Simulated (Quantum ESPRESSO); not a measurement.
## P: band-structure run (part 2 of 2)

Continued. System: P (Cmce, 4 atoms in the cell). Method: Kohn-Sham DFT of a periodic cell, PBEsol, PseudoDojo 0.4.1 SR PBEsol standard, no spin polarisation (Quantum ESPRESSO 7.5); cutoff 598.65 eV, 8×8×6 k-mesh, fermi-dirac of 0.05 eV. The structure derives from a Materials Project entry.

Geometry of the input (Å; fractional positions):
```
1.6477  -5.4650  0.0000
1.6477  5.4650  0.0000
0.0000  0.0000  4.5436
P  0.9041  0.0959  0.5888
P  0.0959  0.9041  0.4112
P  0.5959  0.4041  0.0888
P  0.4041  0.5959  0.9112
```

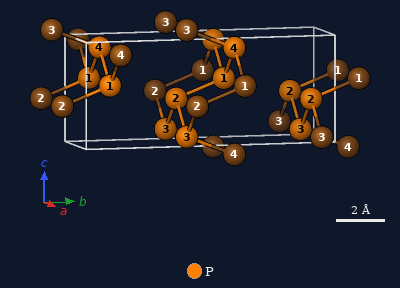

*The input geometry (ball-and-stick view of the cell 2 times as large as that of the calculation, set on its symmetry axes, seen slightly off an axis; neighbours outside the cell are drawn fainter; atoms are numbered from 1 in the order of the input).*

**The program's output, continued**
```
    -7.1700  -7.1700  -2.1653  -2.1653   0.6687   0.6687   2.9364   2.9364
     4.4138   4.4138   8.9901   8.9901  10.4003  10.4003  11.9783  11.9783

          k = 0.6495 0.1958 0.0000 (  2719 PWs)   bands (ev):

    -7.3853  -4.7776  -4.6756  -1.8308   0.6733   1.1627   2.9120   3.4335
     3.9927   4.9146   7.1019   7.8343   8.0837   9.1146   9.4302  10.8255

          k = 0.6495 0.1958 0.2094 (  2715 PWs)   bands (ev):

    -7.2592  -5.2044  -4.2470  -1.9783   0.3794   1.1777   2.7982   3.1676
     3.9310   5.0259   7.6154   7.9229   8.4450   8.9649  10.6328  10.7254

          k = 0.6495 0.1958 0.4188 (  2718 PWs)   bands (ev):

    -6.8986  -5.7578  -3.6888  -2.4174   0.1835   0.9718   2.1816   2.9604
     4.0381   4.9983   8.0579   8.7045   9.3649   9.7924  10.8826  12.2321

          k = 0.6495 0.1958-0.6281 (  2702 PWs)   bands (ev):

    -6.3625  -6.3625  -3.0451  -3.0451   0.4503   0.4503   2.3975   2.3975
     4.5000   4.5000   9.0691   9.0691   9.6206   9.6206  12.3900  12.3900

          k =-0.8660-0.2611 0.0000 (  2716 PWs)   bands (ev):

    -6.1592  -6.1592  -3.4146  -3.4146   1.1517   1.1517   3.3800   3.3800
     4.1085   4.1085   7.3390   7.3390   8.1644   8.1644  10.0325  10.0325

          k =-0.8660-0.2611 0.2094 (  2716 PWs)   bands (ev):

    -6.0759  -6.0759  -3.4873  -3.4873   0.9870   0.9870   2.8299   2.8299
     4.5355   4.5355   7.4223   7.4223   9.0357   9.0357   9.8807   9.8807

          k =-0.8660-0.2611 0.4188 (  2718 PWs)   bands (ev):

    -5.8823  -5.8823  -3.6803  -3.6803   0.8814   0.8814   2.0005   2.0005
     4.8554   4.8554   8.3197   8.3197   9.2109   9.2109  11.0839  11.0839

          k =-0.8660-0.2611-0.6281 (  2700 PWs)   bands (ev):

    -5.7657  -5.7657  -3.8069  -3.8069   1.0685   1.0685   1.4371   1.4371
     4.9674   4.9674   8.3400   8.3400  10.1429  10.1429  11.6197  11.6197

          k = 0.4330 0.0000 0.0000 (  2727 PWs)   bands (ev):

    -8.3293  -5.5379  -3.6145  -0.0519   0.5355   0.7168   2.4455   3.2905
     4.0819   5.5201   7.4483   7.9899   9.1028   9.4278  10.5378  11.8538

          k = 0.4330 0.0000 0.2094 (  2729 PWs)   bands (ev):

    -8.1912  -5.8153  -3.4022  -0.4658   0.4921   0.8126   2.7336   3.0907
     4.2321   4.9225   7.9611   8.2997   8.8844   9.8148  11.6363  11.7957

          k = 0.4330 0.0000 0.4188 (  2723 PWs)   bands (ev):

    -7.7913  -6.4565  -2.8661  -1.2517   0.4271   1.0381   2.3005   3.5984
     4.2227   4.2779   8.1050   9.1983   9.7394  10.8703  11.5786  12.3152

          k = 0.4330 0.0000-0.6281 (  2724 PWs)   bands (ev):

    -7.1784  -7.1784  -2.1143  -2.1143   0.7228   0.7228   2.7731   2.7731
     4.3342   4.3342   8.9790   8.9790  10.6636  10.6636  12.0511  12.0511

          k = 0.6495 0.0653 0.0000 (  2729 PWs)   bands (ev):

    -7.4165  -4.7564  -4.5923  -1.9003   0.6713   1.0691   3.0370   3.5411
     3.7987   5.0194   7.2419   7.6122   7.9654   8.9389   9.3356  11.0464

          k = 0.6495 0.0653 0.2094 (  2714 PWs)   bands (ev):

    -7.2889  -5.1759  -4.1849  -2.0268   0.4405   1.0888   2.8925   3.2017
     3.7416   4.9855   7.6021   8.0075   8.3546   8.7824  10.5951  11.0642

          k = 0.6495 0.0653 0.4188 (  2722 PWs)   bands (ev):

    -6.9232  -5.7527  -3.6364  -2.4220   0.3018   1.0241   2.1470   2.8648
     3.7835   4.7890   8.0777   8.9902   9.3974   9.7968  11.2647  12.1998

          k = 0.6495 0.0653-0.6281 (  2718 PWs)   bands (ev):

    -6.3763  -6.3763  -3.0136  -3.0136   0.5907   0.5907   2.2739   2.2739
     4.2121   4.2121   9.4882   9.4882   9.6000   9.6000  12.3543  12.3544

          k = 0.8660 0.1306 0.0000 (  2701 PWs)   bands (ev):

    -6.1962  -6.1202  -3.5182  -3.3102   1.1157   1.1835   3.3603   3.4076
     3.9034   4.3246   7.2385   7.3904   8.1169   8.2952   9.8791  10.0760

          k = 0.8660 0.1306 0.2094 (  2707 PWs)   bands (ev):

    -6.1097  -6.0403  -3.5708  -3.4043   0.9247   1.0590   2.7690   2.8578
     4.3510   4.7945   7.1962   7.5532   8.9586   9.0731   9.8751  10.0439

          k = 0.8660 0.1306 0.4188 (  2714 PWs)   bands (ev):

    -5.9048  -5.8590  -3.7189  -3.6422   0.7658   1.0133   1.8627   2.1427
     4.6358   5.0458   8.0964   8.5673   9.0080   9.5073  10.9230  11.3404

          k = 0.8660 0.1306-0.6281 (  2722 PWs)   bands (ev):

    -5.7657  -5.7657  -3.8066  -3.8066   1.0107   1.0107   1.5135   1.5135
     4.9063   4.9063   8.4803   8.4803  10.1401  10.1401  11.3814  11.3814

          k =-0.6495-0.3264 0.0000 (  2709 PWs)   bands (ev):

    -7.3388  -4.8066  -4.7932  -1.7298   0.6722   1.3079   2.7368   3.2812
     4.2531   4.8101   7.0935   8.0421   8.1649   9.1094   9.5046  10.9170

          k =-0.6495-0.3264 0.2094 (  2716 PWs)   bands (ev):

    -7.2149  -5.2480  -4.3310  -1.9085   0.3179   1.2618   2.6956   3.1081
     4.2734   5.0199   7.5147   7.9698   8.7041   8.9390  10.4552  10.7127

          k =-0.6495-0.3264 0.4188 (  2721 PWs)   bands (ev):

    -6.8621  -5.7664  -3.7616  -2.4113   0.0488   0.8618   2.2814   3.0784
     4.4758   5.2057   7.8034   8.7658   9.2669   9.6313  10.5717  11.9151

          k =-0.6495-0.3264-0.6281 (  2714 PWs)   bands (ev):

    -6.3425  -6.3425  -3.0896  -3.0896   0.2786   0.2786   2.5760   2.5760
     4.9020   4.9020   8.6188   8.6188   9.6458   9.6458  11.7986  11.7986

          k =-0.4330-0.2611 0.0000 (  2714 PWs)   bands (ev):

    -8.2677  -5.6949  -3.6187   0.0115   0.7226   0.7707   2.2156   3.0155
     4.4767   5.7248   7.1069   8.2821   9.4444   9.6989  10.7861  11.5335

          k =-0.4330-0.2611 0.2094 (  2723 PWs)   bands (ev):

    -8.1322  -5.9140  -3.4648  -0.4912   0.3964   1.0710   2.5427   3.1027
     4.5075   5.3543   7.5738   8.6393   8.8649  10.0749  11.0927  11.8750

          k =-0.4330-0.2611 0.4188 (  2732 PWs)   bands (ev):

    -7.7413  -6.4737  -3.0090  -1.3813   0.2713   1.0095   2.6842   3.7950
     4.4593   4.7869   8.3201   8.7379   9.4351  10.4691  11.1939  12.1883

          k =-0.4330-0.2611-0.6281 (  2732 PWs)   bands (ev):

    -7.1496  -7.1496  -2.2846  -2.2846   0.5630   0.5630   3.2988   3.2988
     4.6466   4.6466   8.9580   8.9580   9.8738   9.8738  11.7821  11.7821

          k =-0.2165-0.1958 0.0000 (  2720 PWs)   bands (ev):

    -8.8490  -6.2162  -3.0943   0.2534   1.3667   1.7594   1.8772   3.4044
     4.2215   5.9520   7.5409   8.6628   9.0293   9.9760  11.2106  11.5271

          k =-0.2165-0.1958 0.2094 (  2725 PWs)   bands (ev):

    -8.7090  -6.4233  -3.0823  -0.2245   1.3732   1.6500   2.7387   3.1609
     4.8056   5.1624   8.1325   8.8086   9.1144   9.8587  10.4616  11.6560

          k =-0.2165-0.1958 0.4188 (  2727 PWs)   bands (ev):

    -8.3039  -6.9866  -2.8311  -1.2428   1.6510   2.1090   2.6992   3.8910
     4.1617   5.3634   8.8634   9.1089   9.3696   9.7359   9.8845  11.2792

          k =-0.2165-0.1958-0.6281 (  2736 PWs)   bands (ev):

    -7.6883  -7.6883  -2.1902  -2.1902   2.1362   2.1362   2.9305   2.9305
     5.1425   5.1425   8.8520   8.8520   9.8927   9.8927  10.5826  10.5826

          k = 0.0000-0.1306 0.0000 (  2738 PWs)   bands (ev):

    -9.0571  -6.3593  -3.0159   0.0209   1.7582   1.7894   2.6705   4.0225
     4.2144   5.7352   7.3641   7.6402   8.6290   9.5453  12.1822  12.9457

          k = 0.0000-0.1306 0.2094 (  2728 PWs)   bands (ev):

    -8.9154  -6.5762  -3.0289  -0.3013   1.4747   2.4147   2.7756   4.1317
     4.7952   4.8567   7.7048   8.3577   8.3915   9.4111  11.4734  12.0070

          k = 0.0000-0.1306 0.4188 (  2736 PWs)   bands (ev):

    -8.5048  -7.1597  -2.8061  -1.2378   1.7766   3.0685   3.5543   3.7374
     3.8728   5.7140   7.9334   8.0593   9.3314   9.6937  10.4298  11.5540

          k = 0.0000-0.1306-0.6281 (  2736 PWs)   bands (ev):

    -7.8785  -7.8785  -2.1759  -2.1759   2.5367   2.5367   3.4763   3.4763
     5.0897   5.0897   8.1288   8.1288   9.6613   9.6613  10.9419  10.9419

          k = 0.8660 0.0000 0.0000 (  2711 PWs)   bands (ev):

    -6.2110  -6.1034  -3.5609  -3.2666   1.0994   1.1956   3.3539   3.4227
     3.8201   4.4182   7.2040   7.3724   8.1640   8.3264   9.8371  10.0236

          k = 0.8660 0.0000 0.2094 (  2701 PWs)   bands (ev):

    -6.1233  -6.0251  -3.6055  -3.3700   0.9013   1.0923   2.7369   2.8565
     4.2940   4.9310   7.0784   7.5610   8.9003   9.1454   9.9251  10.0875

          k = 0.8660 0.0000 0.4188 (  2719 PWs)   bands (ev):

    -5.9139  -5.8492  -3.7351  -3.6266   0.7223   1.0730   1.8096   2.2000
     4.5426   5.1082   8.0261   8.6633   8.9446   9.6555  10.9549  11.4585

          k = 0.8660 0.0000-0.6281 (  2722 PWs)   bands (ev):

    -5.7658  -5.7658  -3.8062  -3.8062   0.9666   0.9666   1.5769   1.5769
     4.8467   4.8467   8.6328   8.6328  10.1357  10.1357  11.1528  11.1528

          k = 1.0825 0.0653 0.0000 (  2703 PWs)   bands (ev):

    -7.3039  -4.8765  -4.8265  -1.6560   0.6681   1.4269   2.6006   3.1749
     4.4269   4.7568   7.3640   7.9074   8.0971   9.0429   9.5889  11.1709

          k = 1.0825 0.0653 0.2094 (  2714 PWs)   bands (ev):

    -7.1817  -5.2816  -4.3877  -1.8579   0.2826   1.2995   2.6606   3.0433
     4.6167   4.9369   7.3993   8.1457   8.7557   8.7861  10.5425  10.8025

          k = 1.0825 0.0653 0.4188 (  2717 PWs)   bands (ev):

    -6.8350  -5.7736  -3.8122  -2.4070  -0.0327   0.7748   2.3818   3.1456
     4.8922   5.2612   7.4900   8.9720   9.2873   9.5523  10.4040  11.2876

          k = 1.0825 0.0653-0.6281 (  2734 PWs)   bands (ev):

    -6.3281  -6.3281  -3.1212  -3.1212   0.1711   0.1711   2.7088   2.7088
     5.1824   5.1824   8.3803   8.3803   9.6568   9.6568  11.2879  11.2879

          k =-0.4330-0.3917 0.0000 (  2711 PWs)   bands (ev):

    -8.2206  -5.8063  -3.6216   0.0726   0.7041   0.9980   1.9631   2.8609
     4.8875   5.8326   7.0985   7.9456   9.6136   9.8853  11.0070  11.6237

          k =-0.4330-0.3917 0.2094 (  2725 PWs)   bands (ev):

    -8.0871  -5.9884  -3.5026  -0.4941   0.3264   1.2029   2.5720   2.9699
     4.8517   5.5757   7.5462   8.3024   9.0579  10.1957  10.8806  11.7227

          k =-0.4330-0.3917 0.4188 (  2723 PWs)   bands (ev):

    -7.7035  -6.4889  -3.1013  -1.4695   0.1814   0.9733   3.0208   3.8031
     4.8082   5.1289   8.2159   8.6982   9.2026  10.0432  11.0862  11.5154

          k =-0.4330-0.3917-0.6281 (  2720 PWs)   bands (ev):

    -7.1287  -7.1287  -2.3990  -2.3990   0.4800   0.4800   3.6194   3.6194
     4.9736   4.9736   8.6743   8.6743   9.6160   9.6160  11.4873  11.4874

          k =-0.2165-0.3264 0.0000 (  2712 PWs)   bands (ev):

    -8.7984  -6.3379  -3.0707   0.4806   1.2538   1.6402   1.7223   3.3796
     4.6403   6.3296   7.4321   8.5805   8.9491  10.0167  11.2663  11.7959

          k =-0.2165-0.3264 0.2094 (  2722 PWs)   bands (ev):

    -8.6604  -6.5072  -3.1187  -0.2720   1.3217   1.8219   2.6269   3.2059
     5.0496   5.6318   7.9051   8.7088   9.0664   9.8941  10.6088  11.2408

          k =-0.2165-0.3264 0.4188 (  2730 PWs)   bands (ev):

    -8.2629  -7.0045  -2.9636  -1.4148   1.6041   2.4635   2.8094   3.9360
     4.5909   5.4890   8.6341   9.1548   9.3261   9.4918   9.9171  10.5134

          k =-0.2165-0.3264-0.6281 (  2736 PWs)   bands (ev):

    -7.6656  -7.6656  -2.3719  -2.3719   2.1009   2.1009   3.4884   3.4884
     5.1531   5.1531   8.9383   8.9383   9.5419   9.5419  10.1755  10.1755

          k = 0.0000-0.2611 0.0000 (  2712 PWs)   bands (ev):

    -9.0116  -6.4719  -2.9870   0.2069   1.5515   1.6159   2.6354   4.2717
     4.3139   6.1646   7.4320   7.5494   8.7171   9.5061  11.6161  12.2884

          k = 0.0000-0.2611 0.2094 (  2731 PWs)   bands (ev):

    -8.8716  -6.6532  -3.0675  -0.3179   1.4997   2.4083   2.7427   4.1769
     4.9298   5.3344   7.6583   8.2074   8.4446   9.4014  11.4418  11.5831

          k = 0.0000-0.2611 0.4188 (  2735 PWs)   bands (ev):

    -8.4676  -7.1756  -2.9449  -1.4108   2.1703   3.0433   3.6070   3.8900
     4.1555   5.7239   7.9527   8.0018   9.2531   9.3755  10.5369  10.8711

          k = 0.0000-0.2611-0.6281 (  2740 PWs)   bands (ev):

    -7.8576  -7.8576  -2.3634  -2.3634   3.0460   3.0460   3.4672   3.4672
     5.0294   5.0294   8.1349   8.1349   9.7471   9.7471  10.2007  10.2007

          k = 1.2991 0.0000 0.0000 (  2716 PWs)   bands (ev):

    -8.2001  -5.8527  -3.6229   0.1039   0.6885   1.1361   1.8107   2.8045
     5.1026   5.8712   7.3519   7.4490   9.6441   9.9640  11.1151  11.9165

          k = 1.2991 0.0000 0.2094 (  2729 PWs)   bands (ev):

    -8.0675  -6.0204  -3.5168  -0.4911   0.2916   1.2504   2.6681   2.8358
     5.0571   5.6281   7.7172   7.9054   9.1560  10.2188  11.1560  11.2929

          k = 1.2991 0.0000 0.4188 (  2717 PWs)   bands (ev):

    -7.6871  -6.4960  -3.1376  -1.5055   0.1465   0.9594   3.1863   3.7679
     5.0641   5.2050   8.0566   8.8072   9.0840   9.8989  11.0639  11.1671

          k = 1.2991 0.0000-0.6281 (  2706 PWs)   bands (ev):

    -7.1199  -7.1199  -2.4451  -2.4451   0.4501   0.4501   3.7391   3.7391
     5.1552   5.1552   8.4476   8.4476   9.6073   9.6073  11.3226  11.3226

          k =-0.2165-0.4570 0.0000 (  2704 PWs)   bands (ev):

    -8.7602  -6.4246  -3.0536   0.7324   1.1831   1.3634   1.6833   3.3829
     5.1398   6.5907   7.0716   8.4674   8.9007  10.0405  11.3551  12.0927

          k =-0.2165-0.4570 0.2094 (  2720 PWs)   bands (ev):

    -8.6238  -6.5691  -3.1386  -0.3224   1.2855   2.0540   2.4452   3.2250
     5.4139   5.9327   7.6084   8.5422   9.0382   9.9120  10.7302  11.0475

          k =-0.2165-0.4570 0.4188 (  2730 PWs)   bands (ev):

    -8.2322  -7.0193  -3.0467  -1.5322   1.5743   2.5776   3.1448   3.7698
     5.0031   5.6523   8.3238   9.1471   9.2445   9.4111   9.9524  10.0133

          k =-0.2165-0.4570-0.6281 (  2734 PWs)   bands (ev):

    -7.6491  -7.6491  -2.4904  -2.4904   2.0820   2.0820   3.9442   3.9442
     5.1325   5.1325   8.9458   8.9458   9.1108   9.1108  10.1308  10.1308

          k = 0.0000-0.3917 0.0000 (  2706 PWs)   bands (ev):

    -8.9628  -6.5851  -2.9571   0.4683   1.3317   1.3668   2.6025   4.3270
     4.8289   6.6123   7.1397   7.4764   8.7828   9.4690  11.4068  12.3953

          k = 0.0000-0.3917 0.2094 (  2715 PWs)   bands (ev):

    -8.8248  -6.7336  -3.0957  -0.3780   1.6436   2.3002   2.7118   4.2200
     5.2723   5.8170   7.5842   7.8192   8.4710   9.3949  10.9401  11.6937

          k = 0.0000-0.3917 0.4188 (  2734 PWs)   bands (ev):

    -8.4282  -7.1944  -3.0646  -1.5781   2.6783   3.0195   3.4562   3.9058
     4.7347   5.7870   7.8588   8.0039   8.7520   9.4241  10.1132  10.6469

          k = 0.0000-0.3917-0.6281 (  2738 PWs)   bands (ev):

    -7.8363  -7.8363  -2.5325  -2.5325   3.4582   3.4582   3.6513   3.6513
     4.9032   4.9032   8.1191   8.1191   9.5293   9.5293   9.8372   9.8372

          k =-1.7321 0.0000 0.0000 (  2708 PWs)   bands (ev):

    -8.9415  -6.6324  -2.9444   0.6554   1.1286   1.2951   2.5893   4.3495
     5.1868   6.8080   6.8141   7.4525   8.8028   9.4541  11.7693  12.0400

          k =-1.7321 0.0000 0.2094 (  2718 PWs)   bands (ev):

    -8.8044  -6.7681  -3.1046  -0.4122   1.7638   2.1949   2.6995   4.2374
     5.5561   5.9780   7.4535   7.6495   8.4690   9.3932  10.7562  11.7399

          k =-1.7321 0.0000 0.4188 (  2728 PWs)   bands (ev):

    -8.4111  -7.2031  -3.1095  -1.6456   3.0099   3.1168   3.1654   3.9120
     5.0150   5.8393   7.7462   8.0478   8.5194   9.4456   9.7877  10.6934

          k =-1.7321 0.0000-0.6281 (  2732 PWs)   bands (ev):

    -7.8273  -7.8273  -2.5983  -2.5983   3.4546   3.4546   3.9861   3.9861
     4.7823   4.7823   8.0956   8.0956   9.2647   9.2647   9.8759   9.8759

     the Fermi energy is     6.8100 ev

!    total energy              =     -55.36290336 Ry
     estimated scf accuracy    <          4.6E-10 Ry
     smearing contrib. (-TS)   =      -0.00004788 Ry
     internal energy E=F+TS    =     -55.36285547 Ry

     The total energy is F=E-TS. E is the sum of the following terms:
     one-electron contribution =       3.11533659 Ry
     hartree contribution      =       7.25728665 Ry
     xc contribution           =     -16.25708092 Ry
     ewald contribution        =     -49.47839779 Ry

     convergence has been achieved in   9 iterations

     Forces acting on atoms (cartesian axes, Ry/au):

     atom    1 type  1   force =    -0.00000000    0.00452558   -0.01061174
     atom    2 type  1   force =    -0.00000000   -0.00452558    0.01061174
     atom    3 type  1   force =     0.00000000   -0.00452558   -0.01061174
     atom    4 type  1   force =    -0.00000000    0.00452558    0.01061174

     Total force =     0.023073     Total SCF correction =     0.000050

     Computing stress (Cartesian axis) and pressure

          total   stress  (Ry/bohr**3)                   (kbar)     P=       -6.45
  -0.00007682   0.00000000   0.00000000          -11.30        0.00        0.00
   0.00000000  -0.00002193   0.00000000            0.00       -3.23        0.00
   0.00000000   0.00000000  -0.00003275            0.00        0.00       -4.82

=------------------------------------------------------------------------------=
   JOB DONE.
=------------------------------------------------------------------------------=
```

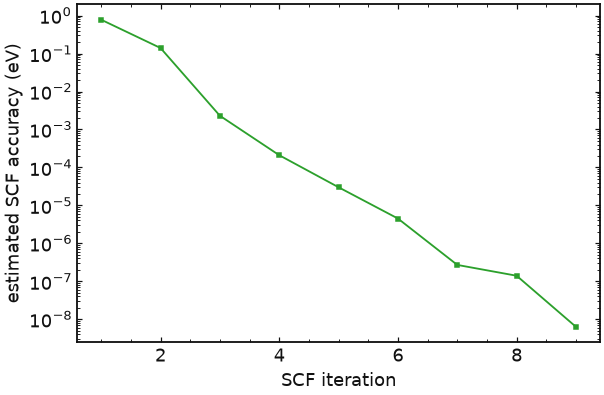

*Convergence of the self-consistent field: estimated SCF accuracy against the iteration.*

The field takes 9 iterations in all.

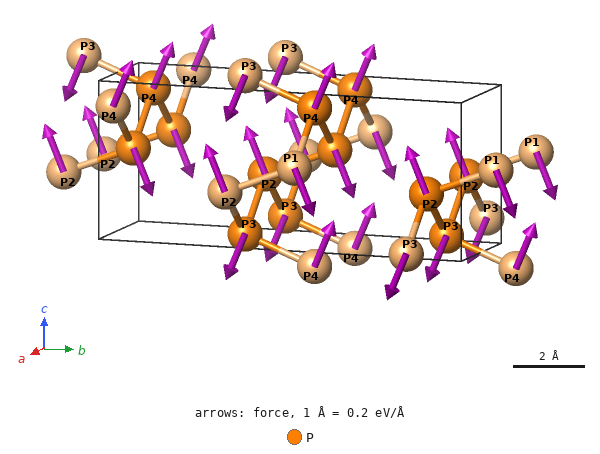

*Forces on the atoms as pink arrows (ball-and-stick view of the cell 2 times as large as that of the calculation, set on its symmetry axes, seen slightly off an axis; neighbours outside the cell are drawn fainter; atoms are numbered from 1 in the order of the input).*

The largest act on all 4 P atoms (0.30 eV/Å). The geometry is not a stationary point of this energy.
